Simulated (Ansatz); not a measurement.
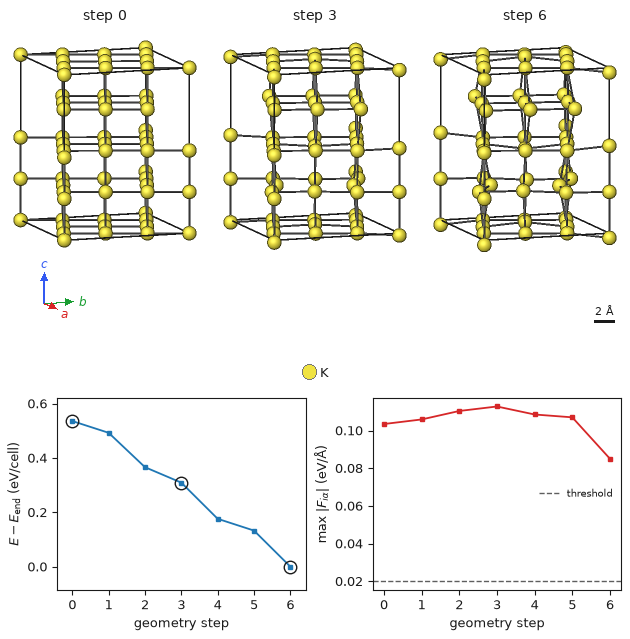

Frames of a relaxation of a defect cell of composition K, marked on the history of the run. The picture is a ball-and-stick view of the conventional cell (2 times the calculation's cell), seen slightly off an axis. Lengths and directions refer to the drawn axes.

Case: K vacancy, atoms relaxed.

Theory: Ansatz 0.2.0, DFT PBE, scalar-relativistic, plane waves, PAW. (plane-wave cutoff 420 eV; k-point mesh 4 × 4 × 4; occupations gaussian; smearing width 0.1 eV; no spin polarisation; atoms relaxed in a fixed cell; force threshold 0.02 eV/Å; at most 50 steps)

Question: What happens along the run?

Answer: The run was cut off at its time limit before the relaxation converged, so the last structure is only a point on the way. The largest moves, 0.81 Å, are those of K atoms. The cell doesn't change. Among the contacts that change: K–K 4.310 → 4.800 Å, K–K 4.310 → 4.624 Å, K–K 4.310 → 4.600 Å, K–K 4.310 → 4.564 Å. Among the angles between lasting bonds that change: K–K–K 90.0° → 66.3°, K–K–K 180.0° → 156.3°, K–K–K 180.0° → 158.1°. The energy falls by 0.536 eV per cell of the calculation in 6 geometry steps. The largest force component goes from 0.1 to 0.085 eV/Å. From step 0 to 3: K atoms move most (0.36 Å), energy −0.227 eV per cell of the calculation. From step 3 to 6: K atoms move most (0.45 Å), energy −0.309 eV per cell of the calculation.
